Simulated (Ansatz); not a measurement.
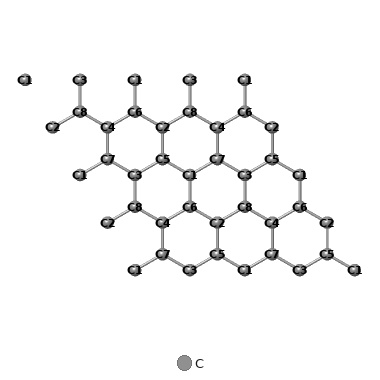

The system is Si on a two-dimensional sheet of C (8 atoms of substrate and one adsorbate in a 2 × 2 cell); the picture shows it without the atoms that are moved over the map. Si is moved over the surface cell at a fixed height above a rigid substrate; the origin of the map has the adsorbate above C1; the height is held at 3.30 Å. Places are given modulo a cell vector. The map is drawn in real space over the plane of the surface. The grid has 6 × 6 points; 7 points were computed and 29 follow by symmetry. Places are given in fractions of the 1 × 1 surface cell. Energies are in meV, from the lowest grid point. At a fixed height the lowest place need not be the adsorption site. Computed with DFT PBE+D3(BJ), scalar-relativistic, plane waves, PAW in Ansatz 0.2.0. Settings: cutoff 420 eV, k-mesh 6×6×1, gaussian smearing 0.1 eV, spin-polarised.

Range: position of Si9 along the first surface vector from 0.000 to 0.833; position of Si9 along the second surface vector from 0.000 to 0.833.

Predict the map.

The lowest grid point is at a sixfold hollow, (2/6, 4/6) of the cell vectors. No other kind of well shows on this grid. The highest grid point, the top site over a surface C atom, (0/6, 0/6) of the cell vectors, lies 12.2 meV above the lowest. On the interpolated surface the easiest way out of the lowest well to its copy in the next cell or period passes a barrier of about 11 meV. At the lowest point the adsorbate has 6 C at 3.59 Å as nearest neighbours, at the highest 1 C at 3.30 Å.

| second ↓, first → | 0/6 | 1/6 | 2/6 | 3/6 | 4/6 | 5/6 |
| --- | --- | --- | --- | --- | --- | --- |
| 5/6 | 10.3 | 4.8 | 1.1 | 1.1 | 4.8 | 10.3 |
| 4/6 | 6.6 | 1.1 | 0.0 | 1.1 | 6.6 | 10.8 |
| 3/6 | 4.8 | 1.1 | 1.1 | 4.8 | 10.3 | 10.3 |
| 2/6 | 6.6 | 4.8 | 6.6 | 10.3 | 12.2 | 10.3 |
| 1/6 | 10.3 | 10.3 | 10.8 | 10.3 | 10.3 | 10.8 |
| 0/6 | 12.2 | 10.3 | 6.6 | 4.8 | 6.6 | 10.3 |

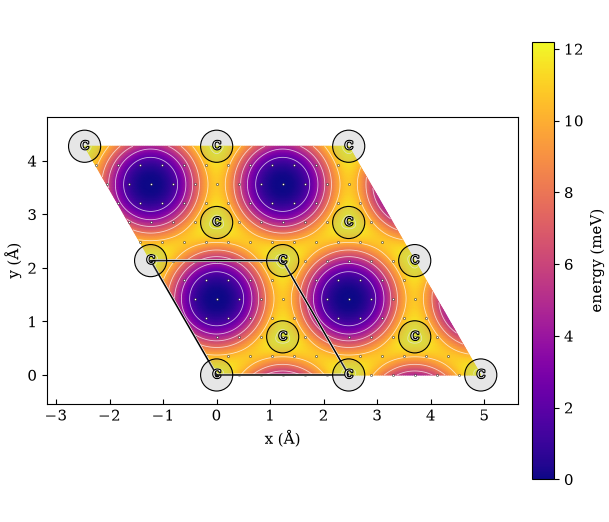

The picture shows a smooth colour map with a few white contour lines, dots at the grid points, labelled circles for the atoms of the top layer, the outline of one cell of the 2 × 2 shown. Between grid points the surface is interpolated.

Time for the 7 points that were run: 5 min on 1 thread of Arm Neoverse V1, with other jobs on the host.
